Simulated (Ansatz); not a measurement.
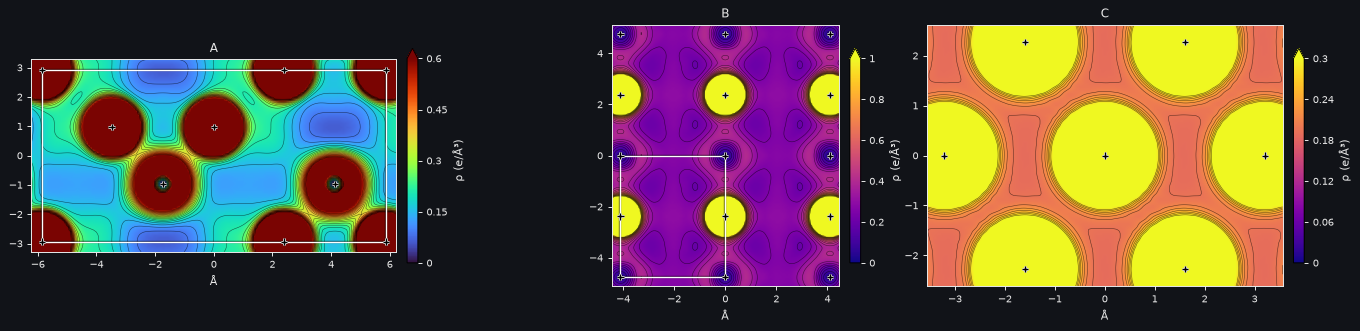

The valence pseudo-density of 3 systems, each on a plane through atoms (crosses mark nuclei in the plane).

Computed with DFT PBEsol, scalar-relativistic, plane waves, PAW (Ansatz).

System 1: SiNi$_{2}$, the (010) plane of the conventional cell. Space group P6₃/mmc; changed on purpose from its base cell (biaxial strain in the a-b plane, c and atoms relaxed: +6.0 %); computed pressure about −16 GPa in this cell; computed without spin polarisation.

System 2: Hf$_{2}$S, the (110) plane of the conventional cell. Space group P6₃/mmc; a structure from a database of computed crystals, not necessarily the ambient phase; changed on purpose from its base cell (volume × 1.03, shape and atoms relaxed); computed pressure about −4 GPa in this cell.

```
Hf S
1.0
     3.38549    0.00000    0.00000
    -1.69274    2.93192    0.00000
     0.00000    0.00000   11.73927
Hf S
4 2
Cartesian
  1.6928 0.9773 10.5474
  0.0000 1.9546 4.6777
  1.6928 0.9773 7.0615
  0.0000 1.9546 1.1919
  0.0000 0.0000 8.8045
  0.0000 0.0000 2.9348
```

System 3: Ti, the (11̄0) plane of the conventional cell. Space group Im-3m; computed without spin polarisation.

```yaml
crystal:
  lattice:
    - [3.21023, 0.00000, 0.00000]
    - [0.00000, 3.21023, 0.00000]
    - [0.00000, 0.00000, 3.21023]
  atoms:
    - { symbol: Ti, position: [0.00000, 0.00000, 0.00000] }
    - { symbol: Ti, position: [0.50000, 0.50000, 0.50000] }
```

Which map belongs to which system?

Panel A is system 2, Hf$_{2}$S: the plane holds Hf and S. Hf–S (2.62 Å): ρ at the midpoint is about 0.36 e/Å³. Panel B is system 1, SiNi$_{2}$: the plane holds Si and Ni. Si–Ni (2.39 Å): ρ at the midpoint is about 0.38 e/Å³. Panel C is system 3, Ti: the plane holds Ti. Ti–Ti (2.78 Å): the density is about 0.2 e/Å³ at the midpoint.
